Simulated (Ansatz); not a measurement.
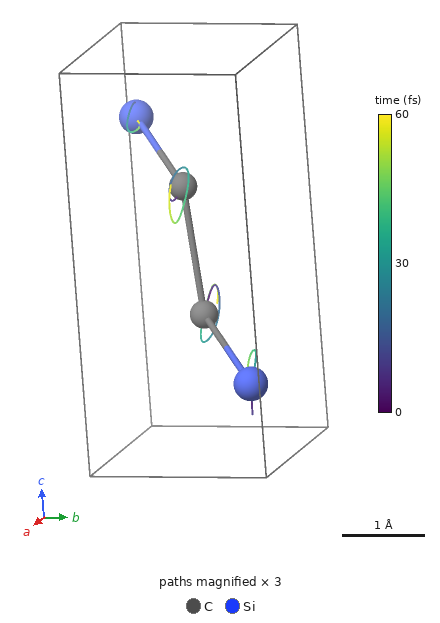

Molecular dynamics of a 4-atom cell of SiC, 60 fs long. Lines trace each atom's path, coloured by time; spheres stand at the starting positions. The excursions are magnified 3 times. Seen slightly off an axis in the reduced simulation cell.

These are results of DFT, r2SCAN, plane waves, PAW (Ansatz), not measurements. Settings: plane-wave cutoff 500 eV; k-point mesh 6 × 6 × 6; Fermi-Dirac smearing 0.19 eV; constant energy (NVE); velocities drawn for 2200 K; time step 1.5 fs.

Input file:
```yaml
crystal:
  lattice:
    - [1.5415877827, 0.8900361213, 5.3212273245]
    - [-1.5415877827, 0.8900361213, 5.3212273245]
    - [0.0, -1.7800722426, 5.3212273245]
  atoms:
    - { symbol: C, position: [0.449191069, 0.449191069, 0.449191069] }
    - { symbol: Si, position: [0.9254740595, 0.9254740595, 0.9254740595] }
    - { symbol: Si, position: [0.0745259405, 0.0745259405, 0.0745259405] }
    - { symbol: C, position: [0.550808931, 0.550808931, 0.550808931] }
kpoints:
  mp_grid: { grid: [6, 6, 6] }
hamiltonian:
  xc: r2scan
scf:
  occupations: { method: fermi_dirac, width: 0.19 }
md:
  ensemble: nve
  temperature: 2200
  timestep: 1.5
  n_steps: 40
  initial_velocities: maxwell_boltzmann
  seed: 2944
```

Run as
```bash
ansatz run input.yaml --threads 4 --pin off --max-ram 3686MiB --backend cpu --events-out ev --progress --plain --runs-dir out
```

Q: Describe the motion.

A: Root-mean-square distances from the starting positions over the second half, with the common drift of all atoms taken out: C 0.14 Å, Si 0.12 Å. The run lasts only 60 fs, too short to tell vibration from diffusion. Over the second half the temperature averages 992 K (spread ±316 K). The first frame carries almost no forces, so kinetic energy first flows into potential energy: the temperature drops from 2200 to 325 K within 12 fs, and without a thermostat its mean stays below the start. The potential energy in the second half lies on average 118 meV per atom above the first frame.

Cost: 3 min on 4 threads of Arm Neoverse N1 (shared host), peak memory 0.54 GiB.
